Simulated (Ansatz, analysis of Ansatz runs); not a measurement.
# A hop of O in SnO2 (P4_2/mnm), charge +2, part 4 of 4

Aim: the barrier of one jump in SnO2 (P4_2/mnm) at charge +2: V_O hop (2.6 Å). The model is a cell of 72 host atoms with 1 O taken out; O is the atom that moves.

Ansatz 0.2.0; plane-wave PAW DFT, PBEsol; nudged elastic band between two relaxed defect structures at fixed charge in a uniform background; PAW set soft_1.

So far: The structure; Relaxation of the start point, charge +2; Relaxation of the end point, charge +2; Nudged elastic band, charge +2.

### Step 4. Nudged elastic band, charge +2 (continued)

The path, image by image:

```
image  path (Å)  energy (eV)     O44: x, y, z (Å)
    0     0.000       0.0000  5.601, 3.936, 4.820
    1     0.453       0.2966  5.342, 4.132, 4.820
    2     0.906       0.8856  5.021, 4.399, 4.820
    3     1.359       1.2052  4.687, 4.694, 4.820
    4     1.811       0.8858  4.392, 5.028, 4.820
    5     2.264       0.2972  4.125, 5.349, 4.820
    6     2.717       0.0000  3.929, 5.608, 4.820
```

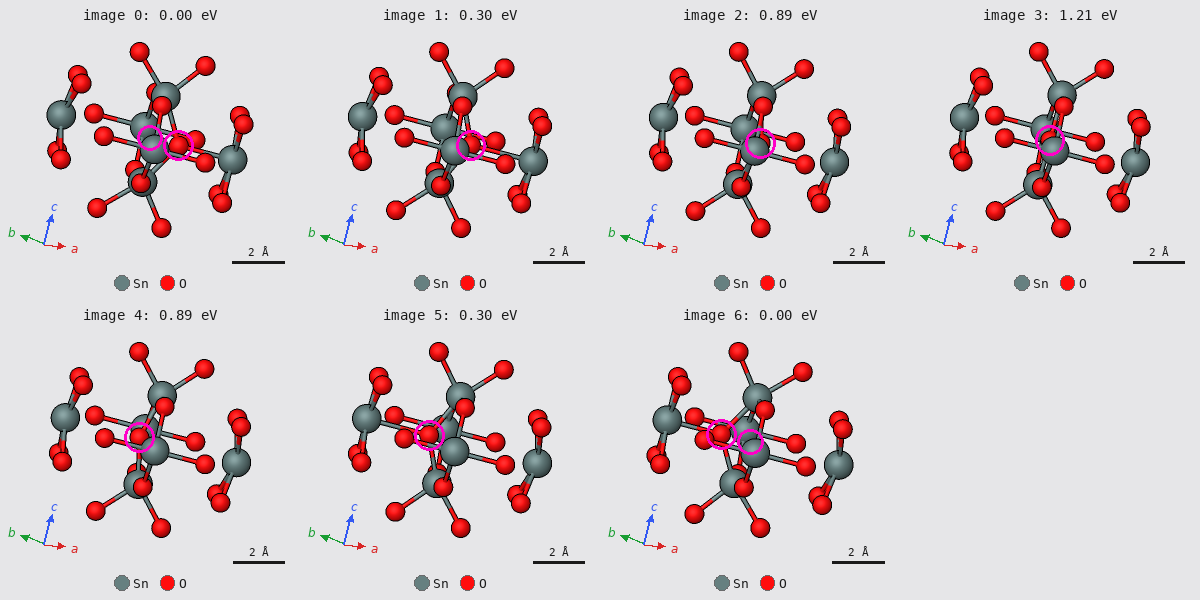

Images along the path; O44 is ringed. A ring with no atom in it marks the empty centre.

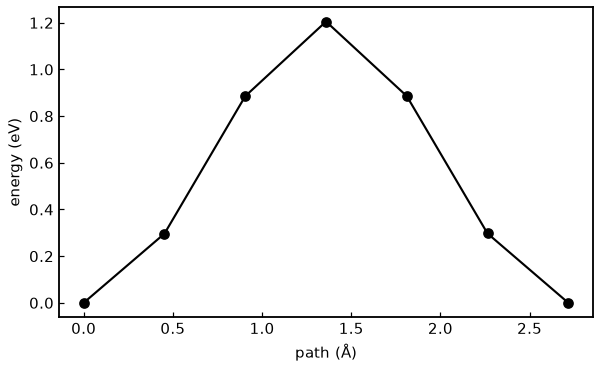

Energy along the path.

Numbers from this step:

| Item | Value |
| --- | --- |
| free energy | -169176.2540 eV |
| barrier forward | 1.205 eV |
| barrier backward | 1.205 eV |
| end less start | 1.42e-5 eV |
| hop length | 2.365 Å |

Track of the atom that was set to move:

```
image  x (Å)  y (Å)  z (Å)  nearest neighbour  distance (Å)
    0  5.601  3.936   4.82                 Sn         2.013
    1  5.342  4.132   4.82                 Sn         1.952
    2  5.021  4.399   4.82                 Sn         1.882
    3  4.687  4.694   4.82                 Sn         1.856
    4  4.392  5.028   4.82                 Sn         1.882
    5  4.125  5.349   4.82                 Sn         1.952
    6  3.929  5.608   4.82                 Sn         2.013
```

The band met its tolerance of 0.04 eV/Å after 5 iterations, with image 3 on top (the start counts as 0). O44, which moves farthest between the ends, has 3 Sn at 2.01 to 2.19 Å nearest at the start and 2 Sn at 1.86 Å at the top.

### Step 5. Single point at the start point, PBEsol, denser k-mesh

Three single points on a mesh of more k-points (start, top, end) test the sampling. The start is shown; top and end are run alike.

This step: plane-wave PAW DFT, PBEsol; single point of a defect supercell on a structure of the PBEsol path; PAW set soft_1.

File qp2.start.mesh/input.yaml:

```yaml
crystal:
  lattice:
    - [9.53562392, 0.0, 0.0]
    - [0.0, 9.53562392, 0.0]
    - [0.0, 0.0, 9.63570775]
  atoms:
    - { symbol: Sn, position: [0.24860558, 0.25087183, 0.16641531] }
    - { symbol: Sn, position: [0.00536516, -0.00521895, 0.00017511] }
[... 4 atom lines left out ...]
    - { symbol: Sn, position: [0.24869262, 0.24994471, 0.50017147] }
[... 4 atom lines left out ...]
    - { symbol: O, position: [0.34653167, 0.35429012, 0.33611948] }
[... 5 atom lines left out ...]
    - { symbol: O, position: [0.34653857, 0.35440384, 0.66419468] }
[... 3 atom lines left out ...]
    - { symbol: O, position: [0.40533784, 0.59478497, 0.1694879] }
[... 10 atom lines left out ...]
    - { symbol: O, position: [0.40534005, 0.59478537, 0.83085849] }
[... 8 atom lines left out ...]
    - { symbol: Sn, position: [0.74948368, 0.25066276, 0.50017218] }
[... 1 atom line left out ...]
    - { symbol: O, position: [0.58738139, 0.41278458, 0.50017255] }
[... 15 atom lines left out ...]
    - { symbol: Sn, position: [0.75020199, 0.75145183, 0.50017371] }
    - { symbol: Sn, position: [0.51303497, 0.48703837, 0.31903646] }
[... 2 atom lines left out ...]
    - { symbol: O, position: [0.64572599, 0.65362839, 0.33614835] }
[... 2 atom lines left out ...]
    - { symbol: Sn, position: [0.51311094, 0.4871089, 0.68131144] }
[... 2 atom lines left out ...]
    - { symbol: O, position: [0.64584659, 0.6536243, 0.66422965] }
    - { symbol: O, position: [0.84517917, 0.84724381, 0.66715407] }
total_charge: 2
basis:
  ecutwfc: 420
  xc_grid: 2
hamiltonian:
  xc: pbesol
  pseudopotentials: { kind: paw, azcp: { folder: soft_1 }, xc_functional: pbe }
kpoints:
  mp_grid: { grid: [2, 2, 2], shift: [0.5, 0.5, 0.5] }
scf:
  occupations: { method: fixed }
  max_iter: 120
output:
  forces: true
  eigenvalues: true
checkpoint:
  write: "../qp2.start.mesh.run"
  compress: false
  write_wavefunctions: false
  write_every: 100000
```

Run with:

```console
$ ansatz run input.yaml --threads 4 --pin off --max-ram 8478MiB --backend cpu --events-out ev --progress --plain --runs-dir out
```

Numbers of over 12 decimals in the logs are rounded to 6 here.

What it wrote:

```text
[...]
Crystal: 71 atoms, lattice volume = 876.157 Å³
Basis set: ecut = 420 eV, 17081 PW (Γ), exchange–correlation on 128×128×144 points (8 copies of the dense FFT grid, shifted against one another)
Bands: 379, of which v1, the nominal top of the filled ones, is band 308 counted from 1 (307 counted from 0)
Symmetry: 1 space group operations
[...]
k-points: 4 of 8 (time reversal used)
[...]
SCF iter   1: F=—  HF=-169186.996444 eV  |F-HF|=—  |Δ(HF+E_count)|=         —  Δρ=7.33e-2  dr2=3.63e1  ethr=3.10e-3  ⟨swp⟩=4.0  Hψ=5218  notcnv=0  defer=274
[...]
SCF iter   3: F=—  HF=-169177.590068 eV  |F-HF|=—  |Δ(HF+E_count)|=    1.24e0  Δρ=1.10e-2  dr2=1.08e0  ethr=1.04e-3  ⟨swp⟩=3.0  Hψ=2352  notcnv=0  defer=188
[...]
--- Forces (eV/Å), atoms counted from 1 ---
  atom   1  Sn     0.00236730    -0.00021701     0.00167829
  atom   2  Sn     0.00096882    -0.00082496     0.00000496
  [... 4 atoms left out ...]
  atom   7  Sn     0.00337666     0.00379421     0.00003084
  [... 4 atoms left out ...]
  atom  12  O     -0.00580554    -0.00301020     0.00002918
  [... 5 atoms left out ...]
  atom  18  O     -0.00738765    -0.00757796    -0.00019068
  [... 23 atoms left out ...]
  atom  42  Sn    -0.00216040     0.00231364    -0.00000323
  [... 1 atom left out ...]
  atom  44  O      0.00790314    -0.00810006    -0.00006692
  [... 15 atoms left out ...]
  atom  60  Sn    -0.00421737    -0.00332831     0.00043123
  atom  61  Sn    -0.00044635     0.00632481     0.00532547
  [... 2 atoms left out ...]
  atom  64  O      0.00748500     0.00680647     0.00038430
  [... 2 atoms left out ...]
  atom  67  Sn    -0.00611206     0.00090469    -0.00551589
  [... 2 atoms left out ...]
  atom  70  O      0.00303151     0.00595022    -0.00009545
  [... 1 atom left out ...]
  max |Σ_I F_I| component: 2.29e-5 eV/Å
--- Band table (eV) ---
[...]
[... further k-points left out ...]
[key lines of the parts left out:]
SCF converged after 12 iterations
Free energy (F): -169177.463946 eV
Fermi energy:    8.863510 eV
```

Wall time 96 s (4 threads of Arm Neoverse V1, shared host); peak memory 5.4 GiB.

This step gave:

```
free energy : -169177.4639 eV
```

### Step 6. Barrier from single points, PBEsol, denser k-mesh

Analysis of the runs above: barrier from PBEsol single points on the PBEsol path; PAW set soft_1.

It gives:

| Property | Result |
| --- | --- |
| barrier forward | 1.213 eV |
| barrier backward | 1.213 eV |
| end less start | -2.76e-6 eV |

This gives 1.213 eV against the band's 1.205 eV (backward 1.213 against 1.205 eV). This mesh holds only the band's own point and its sign variants, so it tests the average over those and no finer sampling.

### Step 7. Single point at the start point, LDA

Three single points with LDA show how much the barrier depends on that choice; lattice and path are kept. The start is shown; top and end are run alike.

This step: plane-wave PAW DFT, LDA; single point of a defect supercell on a structure of the PBEsol path; PAW set soft_1.

qp2.start.lda/input.yaml, as its differences from qp2.start.mesh/input.yaml of step 5:

```diff
@@ -37,6 +37,6 @@
 hamiltonian:
-  xc: pbesol
+  xc: lda
   pseudopotentials: { kind: paw, azcp: { folder: soft_1 }, xc_functional: pbe }
 kpoints:
-  mp_grid: { grid: [2, 2, 2], shift: [0.5, 0.5, 0.5] }
+  mp_grid: { grid: [1, 1, 1], shift: [0.25, 0.25, 0.25] }
 scf:
@@ -48,3 +48,3 @@
 checkpoint:
-  write: "../qp2.start.mesh.run"
+  write: "../qp2.start.lda.run"
   compress: false
```

What it wrote:

```text
[...]
Crystal: 71 atoms, lattice volume = 876.157 Å³
Basis set: ecut = 420 eV, 17081 PW (Γ), exchange–correlation on 128×128×144 points (8 copies of the dense FFT grid, shifted against one another)
Bands: 379, of which v1, the nominal top of the filled ones, is band 308 counted from 1 (307 counted from 0)
Symmetry: 1 space group operations
[...]
k-points: 1
[...]
SCF iter   1: F=—  HF=-167240.578445 eV  |F-HF|=—  |Δ(HF+E_count)|=         —  Δρ=7.12e-2  dr2=3.45e1  ethr=3.10e-3  ⟨swp⟩=4.0  Hψ=1304  notcnv=0  defer=68
[...]
SCF iter  12: F=-167229.815682 eV  HF=-167229.815682 eV  |F-HF|=6.05e-9  |Δ(HF+E_count)|=   9.34e-9  Δρ=1.41e-6  dr2=1.52e-8  ethr=1.62e-11  ⟨swp⟩=14.0  Hψ=1600  notcnv=0
SCF 1 converged in 12 iterations: F = -167229.815682 eV  dr2 = 1.52e-8
[...]
SCF converged after 12 iterations
Free energy (F): -167229.815682 eV
[...]
Internal energy: -167229.815682 eV  (E = F + TS)
E sigma→0 (E₀):  -167229.815682 eV
Fermi energy:    8.611679 eV
[...]
--- Forces (eV/Å), atoms counted from 1 ---
  atom   1  Sn    -0.01667445    -0.00856111    -0.01209517
  atom   2  Sn    -0.01736583     0.01749911     0.00000751
  [... 4 atoms left out ...]
  atom   7  Sn    -0.01420225    -0.00032406     0.00025012
  [... 4 atoms left out ...]
  atom  12  O      0.00305410    -0.04578012    -0.01475805
  [... 5 atoms left out ...]
  atom  18  O      0.00264129    -0.04580722     0.01493804
  [... 23 atoms left out ...]
  atom  42  Sn     0.02861240    -0.02845931    -0.00000046
  [... 1 atom left out ...]
  atom  44  O     -0.04770419     0.04745852    -0.00006603
  [... 15 atoms left out ...]
  atom  60  Sn    -0.00006729     0.01424275     0.00019860
  atom  61  Sn     0.05545619    -0.05508908    -0.11257857
  [... 2 atoms left out ...]
  atom  64  O      0.04578235    -0.00323638    -0.01474626
  [... 2 atoms left out ...]
  atom  67  Sn     0.05529733    -0.05499515     0.11238680
  [... 2 atoms left out ...]
  atom  70  O      0.04583111    -0.00294055     0.01469024
  [... 1 atom left out ...]
  max |Σ_I F_I| component: 2.28e-6 eV/Å
--- Band table (eV) ---
[...]
```

Elapsed: 27 s, on 4 threads; peak memory 1.8 GiB; 1.7 min of CPU time.

Read from the output:

```
free energy : -167229.8157 eV
```

### Step 8. Barrier from single points, LDA

Analysis of the runs above: barrier from LDA single points on the PBEsol path; PAW set soft_1.

It gives:

```
barrier forward  : 1.087 eV
barrier backward : 1.087 eV
end less start   : 1.35e-4 eV
```

This gives 1.087 eV against the band's 1.205 eV.

### Step 9. Single point at the start point, r2SCAN

Three single points with a meta-GGA, at its higher cutoff of 500 eV, show what it does to the barrier on the path found. The start is shown; top and end are run alike.

This step: plane-wave PAW DFT, r2SCAN; single point of a defect supercell on a structure of the PBEsol path; PAW set soft_1.

qp2.start.r2scan/input.yaml, as its differences from qp2.start.lda/input.yaml of step 7:

```diff
@@ -34,7 +34,7 @@
 basis:
-  ecutwfc: 420
+  ecutwfc: 500
   xc_grid: 2
 hamiltonian:
-  xc: lda
-  pseudopotentials: { kind: paw, azcp: { folder: soft_1 }, xc_functional: pbe }
+  xc: r2scan
+  pseudopotentials: { kind: paw, azcp: { folder: soft_1 } }
 kpoints:
@@ -48,3 +48,3 @@
 checkpoint:
-  write: "../qp2.start.lda.run"
+  write: "../qp2.start.r2scan.run"
   compress: false
```

What it wrote:

```text
[...]
Crystal: 71 atoms, lattice volume = 876.157 Å³
Basis set: ecut = 500 eV, 22255 PW (Γ), exchange–correlation on 144×144×144 points (8 copies of the dense FFT grid, shifted against one another)
Bands: 379, of which v1, the nominal top of the filled ones, is band 308 counted from 1 (307 counted from 0)
Symmetry: 1 space group operations
[...]
k-points: 1
[...]
SCF iter   1: F=—  HF=-171687.361758 eV  |F-HF|=—  |Δ(HF+E_count)|=         —  Δρ=8.66e-2  dr2=5.36e1  dr2_τ=6.00e0  ethr=3.10e-3  ⟨swp⟩=4.0  Hψ=1297  notcnv=0  defer=68
[...]
SCF iter  10: F=-171681.276637 eV  HF=-171681.276637 eV  |F-HF|=4.89e-9  |Δ(HF+E_count)|=   2.44e-8  Δρ=3.61e-6  dr2=9.40e-8  dr2_τ=9.71e-9  ethr=1.62e-11  ⟨swp⟩=14.0  Hψ=2152  notcnv=0
SCF 1 converged in 10 iterations: F = -171681.276637 eV  dr2 = 9.40e-8
[...]
SCF converged after 10 iterations
Free energy (F): -171681.276637 eV
[...]
Internal energy: -171681.276637 eV  (E = F + TS)
E sigma→0 (E₀):  -171681.276637 eV
Fermi energy:    8.558537 eV
[...]
--- Forces (eV/Å), atoms counted from 1 ---
  atom   1  Sn    -0.02387728    -0.01283014    -0.01879229
  atom   2  Sn    -0.02793044     0.02807658     0.00000562
  [... 4 atoms left out ...]
  atom   7  Sn    -0.03202950    -0.00612414     0.00041553
  [... 4 atoms left out ...]
  atom  12  O      0.06425886     0.02188363     0.00669177
  [... 5 atoms left out ...]
  atom  18  O      0.06358113     0.01930859    -0.00913727
  [... 23 atoms left out ...]
  atom  42  Sn     0.02764594    -0.02748416     0.00000034
  [... 1 atom left out ...]
  atom  44  O     -0.03471764     0.03441424    -0.00003499
  [... 15 atoms left out ...]
  atom  60  Sn     0.00569209     0.03207146     0.00006715
  atom  61  Sn     0.00988300    -0.00692627    -0.08019199
  [... 2 atoms left out ...]
  atom  64  O     -0.01932053    -0.06418322     0.00932610
  [... 2 atoms left out ...]
  atom  67  Sn     0.00715752    -0.00939693     0.07998918
  [... 2 atoms left out ...]
  atom  70  O     -0.02181630    -0.06409044    -0.00674659
  [... 1 atom left out ...]
  max |Σ_I F_I| component: 1.34e-3 eV/Å
--- Band table (eV) ---
[...]
```

Elapsed: 38 s, on 4 threads; peak memory 2.4 GiB; 2.4 min of CPU time.

Numbers from this step:

```yaml
free_energy: -171681.2766 eV
```

### Step 10. Barrier from single points, r2SCAN

Analysis of the runs above: barrier from r2SCAN single points on the PBEsol path; PAW set soft_1.

It gives:

```yaml
barrier_forward: 1.212 eV
barrier_backward: 1.212 eV
end_less_start: 1.15e-4 eV
```

This gives 1.212 eV against the band's 1.205 eV.

### Step 11. Outcome

| Item | Value |
| --- | --- |
| barrier forward | 1.21 eV |
| barrier backward | 1.21 eV |
| end less start | 0.00 eV |
| hop length | 2.36 Å |
| band iterations, as the log counts them | 5 |
| barrier from single points, PBEsol, denser k-mesh | 1.21 eV |
| barrier from single points, LDA | 1.09 eV |
| barrier from single points, r2SCAN | 1.21 eV |

The top of the band lies 1.21 eV above the start and 1.21 eV above the end, which are alike in energy and neighbours. With an assumed prefactor of 1e13 per second it gives one hop a second along this one path at about 470 K; whether such hops link up through the crystal wasn't checked. At the top O44 stands 1.86 Å from its nearest Sn, 0.16 Å closer than at the start. Across functionals on this path (PBEsol 1.205, LDA 1.087 and r2SCAN 1.212 eV) the forward values spread by 0.125 eV. The order of the top as a saddle was not checked for all atoms, so a bent path could be lower. No image-charge correction is applied; it largely cancels along a path if the charge stays localised alike. Limits: one k-point off the zone centre stands for the whole zone; spin–orbit coupling, which can matter with heavy atoms, is left out.

[Logs are printed without paths, hosts, clocks, repeated set-up lines and the standing remarks that a program may print on its own settings, such as how far it seeks lower states.]

[Hosts, paths, dates, database ids (printed as entryN), source tags and the programs' standing remarks are cut or masked in the printed files.]
